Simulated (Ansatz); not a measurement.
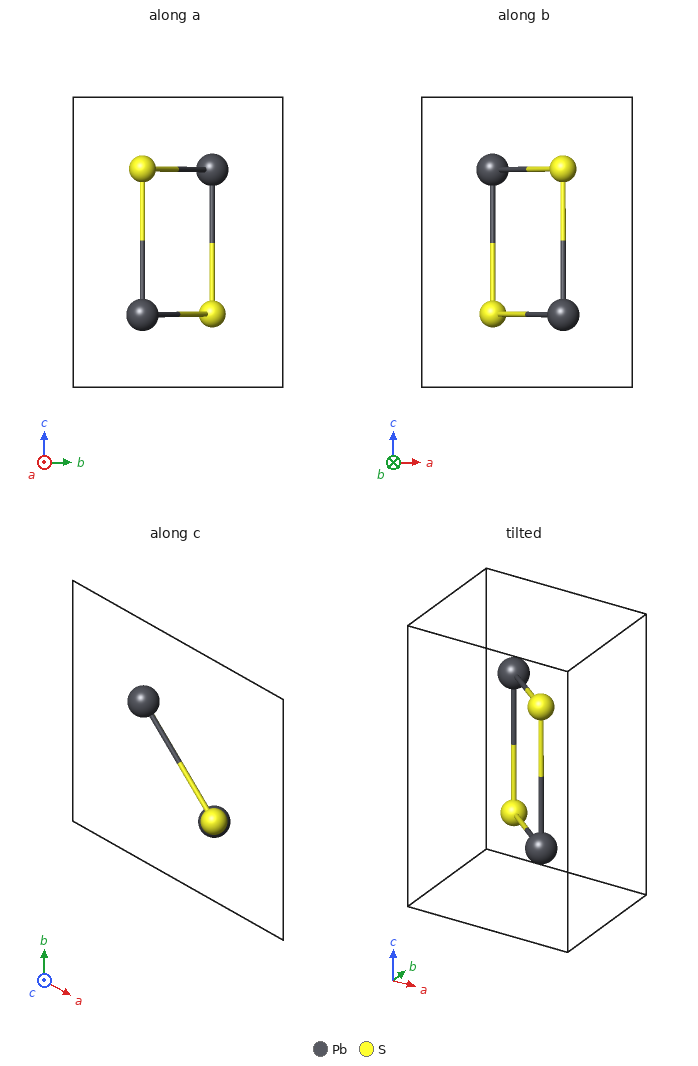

Shown here is a ball-and-stick view of the crystal, taken along the a axis, along the b axis, along the c axis and slightly off an axis. The parallelepiped is the unit cell.

Lattice parameters: a = 4.997 Å, b = 4.972 Å, c = 5.998 Å, α = 90.00°, β = 90.00°, γ = 119.51°. Put a along x and b in the xy plane.

**Turn the picture into a POSCAR file, with free fractional coordinates to two decimals.**

```
Pb S
1.0
     4.997    0.000    0.000
    -2.449    4.327    0.000
     0.000    0.000    5.998
Pb S
2 2
Direct
  0.34 0.66 0.75
  0.67 0.33 0.25
  0.34 0.66 0.25
  0.67 0.33 0.75
```

The starting point was a structure type filled with these elements by a generator (whether the compound takes this form wasn't checked). The cell was then strained or its atoms displaced on purpose. It was set up as input for a calculation with Ansatz.
